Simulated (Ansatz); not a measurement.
System: ZrSe₂, space group P-3m1 (No. 164) (cell built by us, not taken from a database).

Starting cell:
```cif
data_structure
_symmetry_space_group_name_H-M 'P 1'
_symmetry_Int_Tables_number 1
_cell_length_a 3.7972
_cell_length_b 3.7972
_cell_length_c 6.7928
_cell_angle_alpha 90.000
_cell_angle_beta 90.000
_cell_angle_gamma 120.000
_cell_volume 84.82
loop_
_atom_site_label
_atom_site_type_symbol
_atom_site_fract_x
_atom_site_fract_y
_atom_site_fract_z
_atom_site_occupancy
Zr1 Zr 0.00000 0.00000 0.00000 1
Se1 Se 0.33333 0.66667 0.23319 1
Se2 Se 0.66667 0.33333 0.76681 1
```

Input of one of the runs behind the figure:
```
crystal:
  lattice:
    - [3.822336551, 0.0, 0.0]
    - [-1.9111682755, 3.310240555, 0.0]
    - [0.0, 0.0, 6.8377456185]
  atoms:
    - { symbol: Zr, position: [0.0, 0.0, 0.0] }
    - { symbol: Se, position: [0.3333333333, 0.6666666667, 0.2331909593] }
    - { symbol: Se, position: [0.6666666667, 0.3333333333, 0.7668090407] }
kpoints:
  mp_grid: { grid: [11, 11, 6] }
scf:
  occupations: { method: fermi_dirac, width: 0.08 }
hamiltonian:
  xc: pbe
  pseudopotentials: { kind: all_electron, lapw: { basis_error: 0.001 } }
output:
  forces: true
  stress: true
  eigenvalues: true
```

Run as:
```bash
ansatz run input.yaml --threads 1 --pin off --max-ram 4096MiB --backend cpu --events-out ev --progress --plain --runs-dir out
```

Method: periodic Kohn-Sham DFT of a crystal at fixed atoms, scaled to the stated factor times the given cell; pressure positive in compression, energy less spherical unpolarised free atoms (Ansatz 0.2.0). Level: PBE.

| setting | value |
| --- | --- |
| method | all-electron LAPW |
| relativity | scalar |
| k mesh | 11×11×6 |
| occupations | Fermi–Dirac |
| smearing width | 0.08 eV |
| basis error target | 1 (meV/atom) |
| nucleus | Gaussian |

V(given) is 28.27 Å³/atom.

Describe the result: the energy less free atoms and pressure against V/V(given). The V/V(given) takes the values 0.941, 0.980, 1.020, 1.060.

The energy less free atoms is −6.0983 eV/atom at V/V(given) 0.941 and −6.1031 eV/atom at 1.060; the lowest computed point is at V/V(given) 1.020 (−6.1206 eV/atom). The pressure falls from 4.894 GPa at V/V(given) 0.941 to −3.581 GPa at 1.060, and changes sign near 1.001.

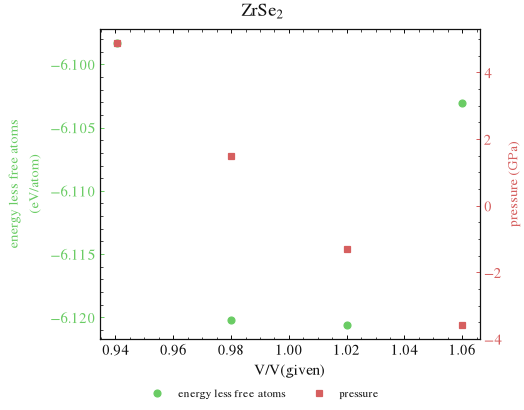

Note: small gap, it may come from the mesh; shape and atomic fractions are frozen while scaling, which makes layered, chain and framework solids too stiff.
